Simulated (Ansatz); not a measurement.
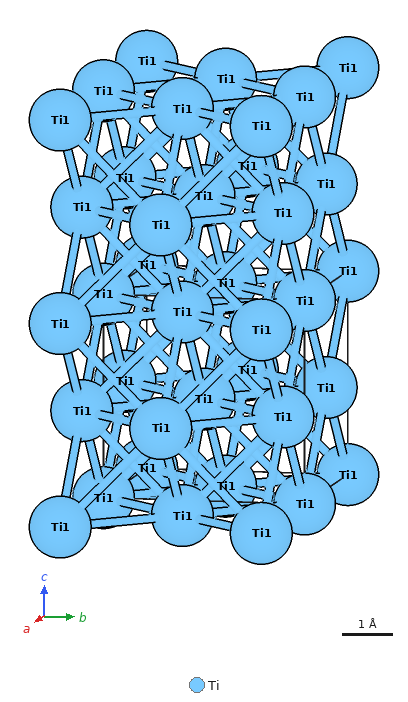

**Figure 1.** The structure (ball-and-stick view of the cell 4 times as large as that of the calculation, set on its symmetry axes, repeated 2 × 1 × 2, seen slightly off an axis; atoms are numbered from 1 in the order of the input). Near neighbours in the crystal (not all of them lie inside the picture): Ti has 12 Ti at 2.92 Å.

## Ti: a changed input and its effect

System: Ti (Fm-3m, 1 atom in the cell).
Method of run A: DFT PBE, scalar-relativistic, plane waves, PAW, no spin polarisation (Ansatz 0.2.0).

The structure was built on a prototype by a generator; it need not be a known phase. Text and figures count atoms from 1; the logs count them from 0 in places.

### Input, run A
```yaml
crystal:
  lattice:
    - [0.0, 2.0666285835, 2.0666285835]
    - [2.0666285835, 0.0, 2.0666285835]
    - [2.0666285835, 2.0666285835, 0.0]
  atoms:
    - { symbol: Ti, position: [0.0, 0.0, 0.0] }
basis:
  ecutwfc: 600
  ecutrho_ratio: 5
kpoints:
  mp_grid: { grid: [8, 8, 8] }
hamiltonian:
  xc: pbe
scf:
  occupations: { method: gaussian, width: 0.05 }
output:
  forces: true
  stress: true
  eigenvalues: true
```

Hardware: 4 threads of an Arm (aarch64) CPU, shared host.

### Output, shortened to warnings, some set-up lines, iterations and results (run A)
```
Basis set: ecut = 600 eV, 609 PW (Γ), exchange–correlation on 54×54×54 points (8 copies of the dense FFT grid, shifted against one another)
Symmetry: 48 space group operations
k-points: 29 of 512
Initial density: superposition of atomic densities (neutral atoms: chi_scale 0, normalization atom), corrected by the library's trained network
[...]
SCF iter   1: F=—  HF=-2499.606096 eV  |F-HF|=—  |Δ(HF+E_count)|=         —  Δρ=3.53e-3  dr2=1.44e-3  ethr=1.77e-3  ⟨swp⟩=4.4  Hψ=1545  notcnv=0
SCF iter   2: F=—  HF=-2499.605858 eV  |F-HF|=—  |Δ(HF+E_count)|=   2.38e-4  Δρ=1.73e-3  dr2=2.24e-4  ethr=1.20e-5  ⟨swp⟩=2.4  Hψ=628  notcnv=0  defer=4
SCF iter   3: F=—  HF=-2499.605919 eV  |F-HF|=—  |Δ(HF+E_count)|=   6.12e-5  Δρ=7.10e-4  dr2=4.54e-5  ethr=1.86e-6  ⟨swp⟩=2.4  Hψ=393  notcnv=0  defer=4
SCF iter   4: F=—  HF=-2499.605933 eV  |F-HF|=—  |Δ(HF+E_count)|=   1.32e-5  Δρ=4.91e-5  dr2=1.46e-7  ethr=3.78e-7  ⟨swp⟩=2.0  Hψ=345  notcnv=0  defer=4
SCF iter   5: F=-2499.605933 eV  HF=-2499.605933 eV  |F-HF|=2.40e-10  |Δ(HF+E_count)|=   2.32e-7  Δρ=6.07e-6  dr2=3.86e-9  ethr=1.21e-9  ⟨swp⟩=2.3  Hψ=424  notcnv=0  defer=4
SCF iter   6: F=-2499.605933 eV  HF=-2499.605933 eV  |F-HF|=1.06e-10  |Δ(HF+E_count)|=  7.73e-11  Δρ=2.18e-6  dr2=4.07e-10  ethr=3.22e-11  ⟨swp⟩=2.0  Hψ=806  notcnv=0
SCF 1 converged in 6 iterations: F = -2499.605933 eV  dr2 = 4.07e-10
SCF converged after 6 iterations
Free energy (F): -2499.605933 eV
Harris-Foulkes:  -2499.605933 eV  (|F-HF|=1.06e-10)
Internal energy: -2499.604525 eV  (E = F + TS)
E sigma→0 (E₀):  -2499.605229 eV
Entropy (-TS):   -0.001408 eV (-1.408 meV/atom)
Fermi energy:    13.064472 eV
--- Per-component energies (eV) ---
  E_band       = -160.565896
  E_kinetic    = 272.022470
  E_local      = -821.491746  (includes V_loc(G=0)·N_el)
  E_nonlocal   = 8.089979
  E_hartree    = 336.681569
  E_xc         = -97.300672
  E_vxc        = -121.712612  (∫ρ·V_xc dr)
  E_paw        = -1047.552358  (= ΣΔE_a)
  E_vpaw       = -170.837537  (= ΣTr[D̂ρ^β])
  E_aug_tail   = -0.000001  (compensation charges beyond the density's cutoff)
  E_ewald      = -1150.053765
  E_smearing   = -0.001408  (= −TS)
  E_closure    = -0.000000  (closes the sum)
  Σ components = -2499.605933   (vs F -2499.605933, Δ=0.00e0)
--- Forces (eV/Å), atoms counted from 1 ---
  atom   1  Ti     0.00000000     0.00000000     0.00000000
  max |Σ_I F_I| component: 2.05e-32 eV/Å
--- Stress (GPa, compression-positive) ---
       -1.660181      -0.000000       0.000000
       -0.000000      -1.660181       0.000000
        0.000000       0.000000      -1.660181
  P = ⅓ Tr σ = -1.6602 GPa (-16.602 kbar)
```

For run B the input was changed thus:
```diff
-    - [0.0, 2.0666285835, 2.0666285835]
-    - [2.0666285835, 0.0, 2.0666285835]
-    - [2.0666285835, 2.0666285835, 0.0]
+    - [0.0, 2.0589758862, 2.0589758862]
+    - [2.0589758862, 0.0, 2.0589758862]
+    - [2.0589758862, 2.0589758862, 0.0]
```

Predict how the results change.

With the same functional and potentials, run B lies 1.3 meV per atom lower. The pressure goes from −1.66 to −0.51 GPa. The volume per atom goes from 17.65 to 17.46 Å³. The cell is scaled evenly with the atoms at fixed fractional positions, so −ΔP/Δ ln V estimates the bulk modulus midway between the two volumes: about 100 GPa. The number of SCF iterations is the same. The plane waves at Γ go from 609 to 561.

### Output, shortened to warnings, some set-up lines, iterations and results (run B)
```
Basis set: ecut = 600 eV, 561 PW (Γ), exchange–correlation on 54×54×54 points (8 copies of the dense FFT grid, shifted against one another)
Symmetry: 48 space group operations
k-points: 29 of 512
Initial density: superposition of atomic densities (neutral atoms: chi_scale 0, normalization atom), corrected by the library's trained network
[...]
SCF iter   1: F=—  HF=-2499.607371 eV  |F-HF|=—  |Δ(HF+E_count)|=         —  Δρ=3.67e-3  dr2=1.43e-3  ethr=1.77e-3  ⟨swp⟩=4.4  Hψ=1541  notcnv=0
SCF iter   2: F=—  HF=-2499.607180 eV  |F-HF|=—  |Δ(HF+E_count)|=   1.91e-4  Δρ=1.81e-3  dr2=2.34e-4  ethr=1.19e-5  ⟨swp⟩=2.0  Hψ=574  notcnv=0  defer=4
SCF iter   3: F=—  HF=-2499.607255 eV  |F-HF|=—  |Δ(HF+E_count)|=   7.49e-5  Δρ=6.80e-4  dr2=4.85e-5  ethr=1.95e-6  ⟨swp⟩=2.6  Hψ=416  notcnv=0  defer=4
SCF iter   4: F=—  HF=-2499.607261 eV  |F-HF|=—  |Δ(HF+E_count)|=   5.91e-6  Δρ=5.60e-5  dr2=2.12e-7  ethr=4.04e-7  ⟨swp⟩=2.2  Hψ=369  notcnv=0  defer=4
SCF iter   5: F=-2499.607261 eV  HF=-2499.607261 eV  |F-HF|=7.16e-9  |Δ(HF+E_count)|=   2.63e-7  Δρ=8.62e-6  dr2=1.22e-8  ethr=1.76e-9  ⟨swp⟩=2.3  Hψ=421  notcnv=0  defer=4
SCF iter   6: F=-2499.607261 eV  HF=-2499.607261 eV  |F-HF|=5.78e-11  |Δ(HF+E_count)|=   2.15e-9  Δρ=2.15e-6  dr2=4.40e-10  ethr=1.02e-10  ⟨swp⟩=1.9  Hψ=937  notcnv=0
SCF 1 converged in 6 iterations: F = -2499.607261 eV  dr2 = 4.40e-10
SCF converged after 6 iterations
Free energy (F): -2499.607261 eV
Harris-Foulkes:  -2499.607261 eV  (|F-HF|=5.78e-11)
Internal energy: -2499.605947 eV  (E = F + TS)
E sigma→0 (E₀):  -2499.606604 eV
Entropy (-TS):   -0.001314 eV (-1.314 meV/atom)
Fermi energy:    13.238367 eV
--- Per-component energies (eV) ---
  E_band       = -158.340978
  E_kinetic    = 272.317289
  E_local      = -815.410914  (includes V_loc(G=0)·N_el)
  E_nonlocal   = 8.112929
  E_hartree    = 334.697402
  E_xc         = -97.396476
  E_vxc        = -121.842868  (∫ρ·V_xc dr)
  E_paw        = -1047.597948  (= ΣΔE_a)
  E_vpaw       = -170.912744  (= ΣTr[D̂ρ^β])
  E_aug_tail   = -0.000002  (compensation charges beyond the density's cutoff)
  E_ewald      = -1154.328227
  E_smearing   = -0.001314  (= −TS)
  E_closure    = -0.000000  (closes the sum)
  Σ components = -2499.607261   (vs F -2499.607261, Δ=0.00e0)
--- Forces (eV/Å), atoms counted from 1 ---
  atom   1  Ti    -0.00000000     0.00000000     0.00000000
  max |Σ_I F_I| component: 5.14e-32 eV/Å
--- Stress (GPa, compression-positive) ---
       -0.508911      -0.000000      -0.000000
        0.000000      -0.508911       0.000000
       -0.000000       0.000000      -0.508911
  P = ⅓ Tr σ = -0.5089 GPa (-5.089 kbar)
```

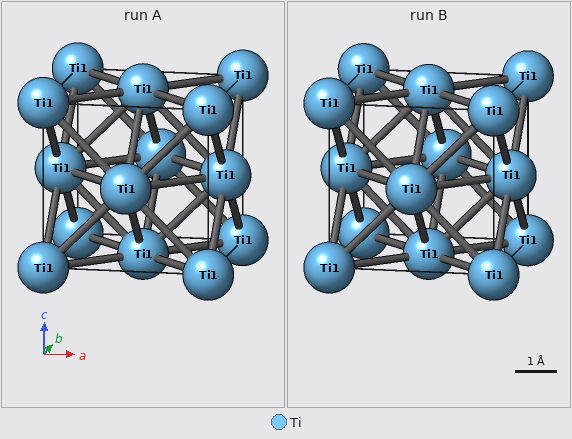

**Figure 2.** The two input geometries at one scale (ball-and-stick view of the cell 4 times as large as that of the calculation, set on its symmetry axes, seen slightly off an axis). No atom moves by more than 0.005 Å relative to the cell. The volume changes by −1.1 %, with a = b = c 4.133 → 4.118 Å (−0.4 %). Among the contacts that change: Ti1–Ti1 2.923 → 2.912 Å.

### The two runs side by side

```tsv
quantity	run A	run B
outcome	converged	converged
free energy per atom (eV)	−2499.6059	−2499.6073
energy per atom, smearing taken to zero (eV)	−2499.6052	−2499.6066
gap on the mesh (eV)	0.00	0.00
pressure (GPa)	−1.66	−0.51
volume per atom (Å³)	17.65	17.46
largest force (eV/Å)	0.000	0.000
SCF iterations	6	6
irreducible k-points	29	29
plane waves at Γ	609	561
```
